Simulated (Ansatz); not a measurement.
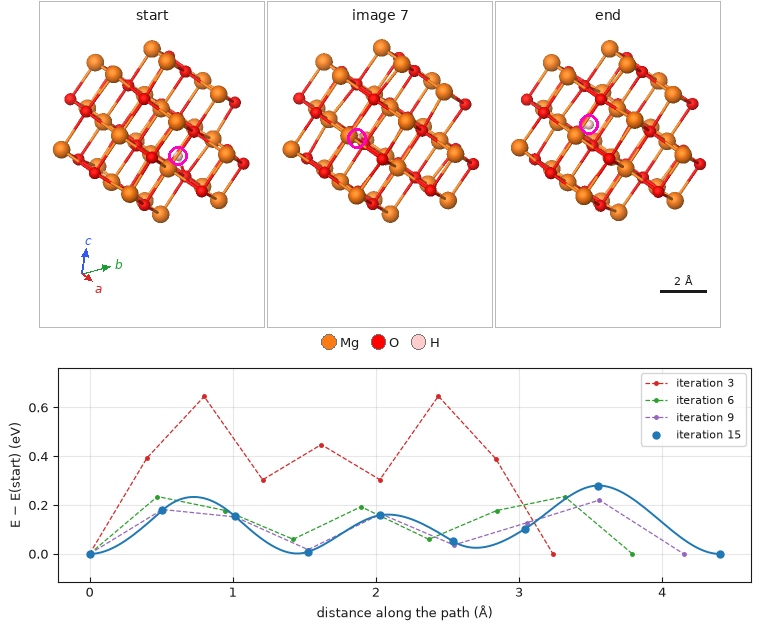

A search for the minimum-energy path of MgO with an interstitial H (17 atoms in the cell, charge +1) by the nudged elastic band. Images are numbered from 0 (start) to 8 (end). The plot follows the band through its iterations. Style: ball-and-stick. Shown: the atoms within 4.3 Å of the middle of the path, slightly off an axis. The moving atom is ringed, with any periodic copies. Bonds to atoms that aren't drawn are left out.

Theory: DFT PBE, scalar-relativistic, plane waves, PAW (Ansatz). Run with plane-wave cutoff 420 eV; k-point mesh 3 × 3 × 3; Gaussian smearing 0.02 eV; 7 movable images; climbing image; force threshold 0.05 eV/Å; iteration limit 27; starting path by image-dependent pair potential.

Question: How did the profile develop, and is the result final?

Answer: The run is converged, with reservations. The band converged in 15 iterations. The climbing image converged on the top of the path. A check of its curvatures found one unstable direction (−5.2 eV/Å²), as a transition state must have. The first iteration put the highest image at 4.709 eV. The two ends have the same energy, and the highest point, image 7, lies 0.280 eV above the start. The profile has 3 maxima (images 1, 4, 7) with a dip at image 3, 5 (+0.008 eV, +0.053 eV), so the process runs in steps.

Limits of the set-up: the periodic images lie only 5.5 Å apart, so the values are limited by the cell's size; the cell is charged, on a uniform background, and energies carry no finite-size correction.

The run took 26 min on 2 threads of Arm Neoverse V2, on a shared host, peak memory 0.97 GiB.

PAW datasets: the set soft_1.
